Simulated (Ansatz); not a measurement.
## Run report: TiSi2, geometry relaxation (part 2 of 2)

TiSi2 (Cmcm, 6 atoms in the cell); DFT PBE, scalar-relativistic, plane waves, PAW, no spin polarisation (Ansatz 0.2.0); cutoff 420 eV, 10×10×10 k-mesh, Gaussian smearing of 0.1 eV. The structure derives from a Materials Project entry.

Geometry of the input (Å; fractional positions):
```
1.7651  -6.7593  0.0000
1.7651  6.7593  0.0000
0.0000  0.0000  3.5652
Ti 0.8969  0.1031  0.7500
Ti 0.1031  0.8969  0.2500
Si 0.5583  0.4417  0.7500
Si 0.4417  0.5583  0.2500
Si 0.2497  0.7503  0.7500
Si 0.7503  0.2497  0.2500
```

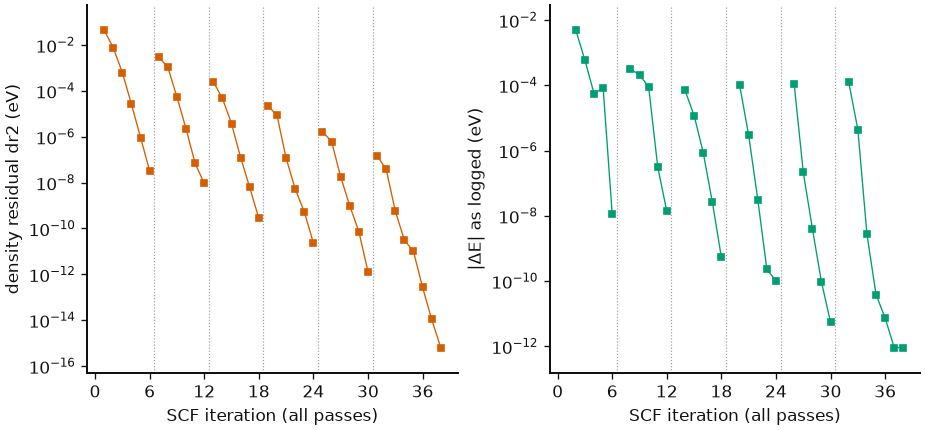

**Figure 1.** Convergence of the self-consistent field: density residual dr2 and size of the energy change against the SCF iteration. The dotted lines part the SCF passes of the relaxation: geometry steps, rejected trials and re-solves on a re-selected basis. The 6 passes take 6 to 8 iterations each, 38 in all.

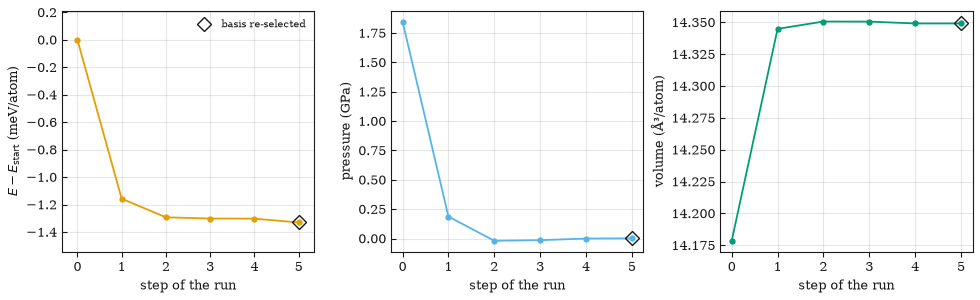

**Figure 2.** Progress of the relaxation, step by step (the first geometry is step 0 here and step 1 in the log). Over 4 geometry steps the energy falls by 1.3 meV per atom. The largest force component goes from 0.18 to 0.0008 eV/Å. Pressure: 1.85 GPa at the start and 0.00 GPa at the end. The largest moves relative to the cell, 0.012 Å, are those of Si3 and Si4. Largest moves by element: Si 0.012 Å, Ti 0.001 Å. The volume changes by +1.2 %, with a 3.530 → 3.548 Å (+0.5 %), b 13.519 → 13.561 Å (+0.3 %), c 3.565 → 3.579 Å (+0.4 %). Among the contacts that change: Si3–Si4 2.379 → 2.403 Å, Ti1–Si3 2.806 → 2.827 Å, Si5–Si6 2.509 → 2.520 Å, Ti1–Si6 2.665 → 2.675 Å. The space group stays Cmcm (No. 63). A last SCF at the same geometry on a re-selected plane-wave basis shifts the energy by next to nothing (0.0 meV per atom). (Atoms are counted from 1 in the order of the input.)

```
basis re-selected at this cell: Δ(F+E_penalty+E_count) = -1.668e-4 eV, ΔP = +0.002 GPa vs the last step (what re-selecting the basis moved, of the pressure what is left beyond the Pulay correction that the steps carried, after the strain that the cell walked since its last selection, with what the two solves' SCF thresholds leave and, on support functions, any second-order correction that the steps lacked; it is no measure of the basis error at this ecutwfc). This SCF's stress stands 1.19e-2 GPa from its target on what of the cell is left free (relax.cell.stress_tol is 5.00e-2 GPa) and its largest allowed force component is 7.98e-4 eV/Å (relax.f_tol is 5.00e-3 eV/Å): within both
SCF converged after 8 iterations
Free energy (F): -7545.971397 eV
Harris-Foulkes:  -7545.971397 eV  (|F-HF|=1.82e-12)
Internal energy: -7545.964017 eV  (E = F + TS)
E sigma→0 (E₀):  -7545.967707 eV
Entropy (-TS):   -0.007380 eV (-1.230 meV/atom)
Fermi energy:    12.774311 eV
--- Per-component energies (eV) ---
  E_band       = -230.256527
  E_kinetic    = 718.892561
  E_local      = -2080.433409  (includes V_loc(G=0)·N_el)
  E_nonlocal   = 118.418742
  E_hartree    = 903.152933
  E_xc         = -422.749354
  E_vxc        = -440.549431  (∫ρ·V_xc dr)
  E_paw        = -4146.860720  (= ΣΔE_a)
  E_vpaw       = -352.891141  (= ΣTr[D̂ρ^β])
  E_aug_tail   = 0.000285  (compensation charges beyond the density's cutoff)
  E_ewald      = -2636.385054
  E_smearing   = -0.007380  (= −TS)
  E_closure    = 0.000000  (closes the sum)
  Σ components = -7545.971397   (vs F -7545.971397, Δ=0.00e0)
--- Forces (eV/Å), atoms counted from 1 ---
  atom   1  Ti     0.00000000    -0.00021373     0.00000000
  atom   2  Ti     0.00000000     0.00021373     0.00000000
  atom   3  Si     0.00000000     0.00079843     0.00000000
  atom   4  Si     0.00000000    -0.00079843     0.00000000
  atom   5  Si     0.00000000    -0.00029948     0.00000000
  atom   6  Si     0.00000000     0.00029948     0.00000000
  max |Σ_I F_I| component: 0.00e0 eV/Å
--- Stress (GPa, compression-positive) ---
        0.011922       0.000000       0.000000
        0.000000      -0.004894       0.000000
        0.000000       0.000000      -0.002644
  P = ⅓ Tr σ = 0.0015 GPa (0.015 kbar)
--- Band table (eV; the first three rows and the last of 186) ---
  k-point 0: bands = ["-44.0389", "-44.0301", "-20.3891", "-20.3539", "-20.3474", "-20.3416", "-20.3222", "-20.3053", "-0.2200", "2.0035", "4.2675", "9.4013", "9.7184", "9.8736", "10.2695", "10.2812", "10.6608", "10.7269", "10.7459", "13.2453", "13.4809", "13.5855", "13.6678", "14.1032", "14.1808", "14.8509"]
  k-point 1: bands = ["-44.0383", "-44.0299", "-20.3877", "-20.3541", "-20.3530", "-20.3414", "-20.3274", "-20.3052", "-0.1023", "2.1031", "4.3733", "8.2506", "9.2583", "9.9395", "10.2523", "10.6833", "10.6913", "10.7330", "11.1207", "12.9996", "13.3057", "13.4994", "13.8497", "14.4997", "14.5023", "14.8756"]
  k-point 2: bands = ["-44.0368", "-44.0297", "-20.3856", "-20.3704", "-20.3508", "-20.3409", "-20.3388", "-20.3064", "0.2477", "2.4010", "4.6503", "6.8319", "8.0221", "9.9818", "10.1181", "10.6866", "10.8184", "10.9126", "11.8989", "12.5655", "13.0587", "13.2232", "14.2716", "14.3493", "14.8979", "15.0042"]
  k-point 185: bands = ["-44.0310", "-44.0310", "-20.4089", "-20.4089", "-20.3423", "-20.3423", "-20.3267", "-20.3267", "2.9692", "2.9692", "3.5998", "3.5998", "9.2242", "9.2242", "9.4619", "9.4619", "10.7537", "10.7537", "11.9200", "11.9200", "13.2428", "13.2428", "14.4322", "14.4322", "15.1827", "15.1827"]
--- Relaxed structure (5 steps of the walk, 5 accepted, 1 SCFs on fresh bases) ---
  F+E_penalty+E_count = -7545.97139667 eV   max|allowed force component| = 7.984e-4 eV/Å   (the final SCF, on the basis selected at the relaxed cell)
  cell:  # Å, volume = 86.0946 Å³
    - [1.7738039275121866, -6.780342876286393, 0.0]
    - [1.7738039275121866, 6.780342876286393, 0.0]
    - [0.0, 0.0, 3.5792221398311708]
  atoms:
    - { symbol: Ti, position: [0.8968189481494304, 0.10318105185056953, 0.7499999999999999] }
    - { symbol: Ti, position: [0.10318105185056953, 0.8968189481494304, 0.24999999999999994] }
    - { symbol: Si, position: [0.5591475243895401, 0.4408524756104599, 0.7499999999999999] }
    - { symbol: Si, position: [0.4408524756104599, 0.5591475243895401, 0.24999999999999994] }
    - { symbol: Si, position: [0.24982813618490313, 0.7501718638150969, 0.7499999999999999] }
    - { symbol: Si, position: [0.7501718638150969, 0.24982813618490313, 0.24999999999999994] }
```

**Trajectory as extended XYZ (Å, eV, eV/Å), 6 frames, from step=1 to step=6**
```
6
Lattice="1.7651 -6.7593 0.0000 1.7651 6.7593 0.0000 0.0000 0.0000 3.5652" Properties=species:S:1:pos:R:3:forces:R:3 step=1 energy=-7545.96341 pressure_GPa=1.85
Ti    1.7651   -5.3653    2.6739    0.0000  -0.0037   0.0000
Ti    1.7651    5.3653    0.8913    0.0000   0.0037   0.0000
Si    1.7651   -0.7875    2.6739    0.0000  -0.1775   0.0000
Si    1.7651    0.7875    0.8913    0.0000   0.1775   0.0000
Si    1.7651    3.3839    2.6739    0.0000  -0.0076   0.0000
Si    1.7651   -3.3839    0.8913    0.0000   0.0076   0.0000
6
Lattice="1.7729 -6.7875 0.0000 1.7729 6.7875 0.0000 0.0000 0.0000 3.5762" Properties=species:S:1:pos:R:3:forces:R:3 step=2 energy=-7545.97036 pressure_GPa=0.19
Ti    1.7729   -5.3854    2.6822    0.0000  -0.0063   0.0000
Ti    1.7729    5.3854    0.8941    0.0000   0.0063   0.0000
Si    1.7729   -0.7944    2.6822    0.0000  -0.0956   0.0000
Si    1.7729    0.7944    0.8941    0.0000   0.0956   0.0000
Si    1.7729    3.3967    2.6822    0.0000  -0.0043   0.0000
Si    1.7729   -3.3967    0.8941    0.0000   0.0043   0.0000
6
Lattice="1.7736 -6.7777 0.0000 1.7736 6.7777 0.0000 0.0000 0.0000 3.5814" Properties=species:S:1:pos:R:3:forces:R:3 step=3 energy=-7545.97117 pressure_GPa=-0.02
Ti    1.7736   -5.3791    2.6861    0.0000  -0.0018   0.0000
Ti    1.7736    5.3791    0.8954    0.0000   0.0018   0.0000
Si    1.7736   -0.8002    2.6861    0.0000  -0.0177   0.0000
Si    1.7736    0.8002    0.8954    0.0000   0.0177   0.0000
Si    1.7736    3.3918    2.6861    0.0000  -0.0032   0.0000
Si    1.7736   -3.3918    0.8954    0.0000   0.0032   0.0000
6
Lattice="1.7744 -6.7800 0.0000 1.7744 6.7800 0.0000 0.0000 0.0000 3.5786" Properties=species:S:1:pos:R:3:forces:R:3 step=4 energy=-7545.97122 pressure_GPa=-0.01
Ti    1.7744   -5.3809    2.6839    0.0000  -0.0008   0.0000
Ti    1.7744    5.3809    0.8946    0.0000   0.0008   0.0000
Si    1.7744   -0.8022    2.6839    0.0000   0.0008   0.0000
Si    1.7744    0.8022    0.8946    0.0000  -0.0008   0.0000
Si    1.7744    3.3921    2.6839    0.0000   0.0004   0.0000
Si    1.7744   -3.3921    0.8946    0.0000  -0.0004   0.0000
6
Lattice="1.7738 -6.7803 0.0000 1.7738 6.7803 0.0000 0.0000 0.0000 3.5792" Properties=species:S:1:pos:R:3:forces:R:3 step=5 energy=-7545.97123 pressure_GPa=-0.00
Ti    1.7738   -5.3811    2.6844    0.0000  -0.0002   0.0000
Ti    1.7738    5.3811    0.8948    0.0000   0.0002   0.0000
Si    1.7738   -0.8021    2.6844    0.0000   0.0007   0.0000
Si    1.7738    0.8021    0.8948    0.0000  -0.0007   0.0000
Si    1.7738    3.3925    2.6844    0.0000  -0.0003   0.0000
Si    1.7738   -3.3925    0.8948    0.0000   0.0003   0.0000
6
Lattice="1.7738 -6.7803 0.0000 1.7738 6.7803 0.0000 0.0000 0.0000 3.5792" Properties=species:S:1:pos:R:3:forces:R:3 step=6 energy=-7545.97140 pressure_GPa=0.00
Ti    1.7738   -5.3811    2.6844    0.0000  -0.0002   0.0000
Ti    1.7738    5.3811    0.8948    0.0000   0.0002   0.0000
Si    1.7738   -0.8021    2.6844    0.0000   0.0008   0.0000
Si    1.7738    0.8021    0.8948    0.0000  -0.0008   0.0000
Si    1.7738    3.3925    2.6844    0.0000  -0.0003   0.0000
Si    1.7738   -3.3925    0.8948    0.0000   0.0003   0.0000
```

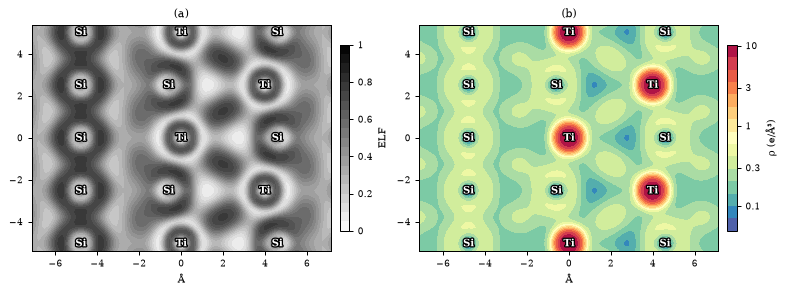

**Figure 3.** (a) electron localisation function; (b) valence pseudo-density on the (101) plane of the conventional cell. Ti–Si (2.59 Å): ρ is about 0.31 e/Å³ halfway; the ELF is about 0.40 at the midpoint. Away from the nuclei the density in this plane falls to 0.1 e/Å³ at its lowest. The strong features right at Ti lie inside the PAW spheres (semicore, d or f shells) and say nothing about bonding. In a PAW calculation such maps are meaningful between the atoms, not at the nuclei.

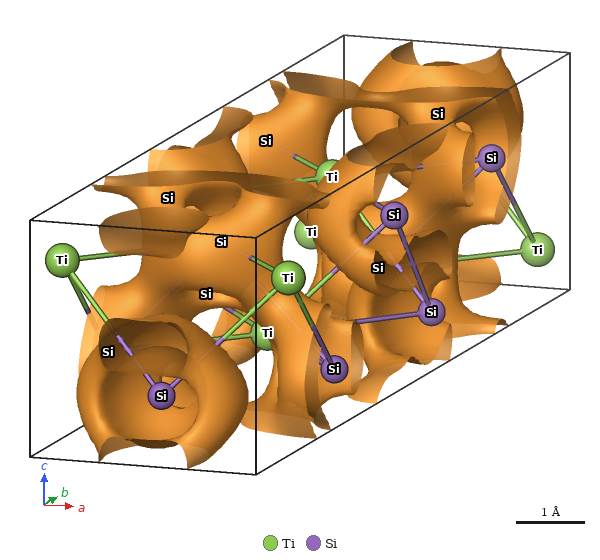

**Figure 4.** Isosurface of the electron localisation function at 0.65 (orange), seen slightly off an axis. Only the valence region is drawn (cores and ρ < 0.01 e/Å³ removed). Sticks mark near contacts. The outline is the cell set on symmetry axes. The ELF exceeds this value in channels that run through the cell in one direction and sheets that run through the cell in two directions, counted in one cell of 12 atoms. Ti–Si (2.59 Å): the ELF is about 0.40 at the midpoint.

**Summary**

- outcome: converged
- space group (tolerance 0.01 Å): Cmcm (63)
- electrons treated: 40
- free energy: −7545.9714 eV
- Fermi energy: 12.774 eV
- gap on the k-point mesh: none (metallic)
- pressure: 0.00 GPa
- final volume: 86.09 Å³
- largest force (length of the vector) at the end: 0.001 eV/Å
- final cell: a = 7.009 Å, b = 7.009 Å, c = 3.579 Å, α = 90.00°, β = 90.00°, γ = 150.68°
- wall time: 5.1 min
- peak memory: 0.66 GiB
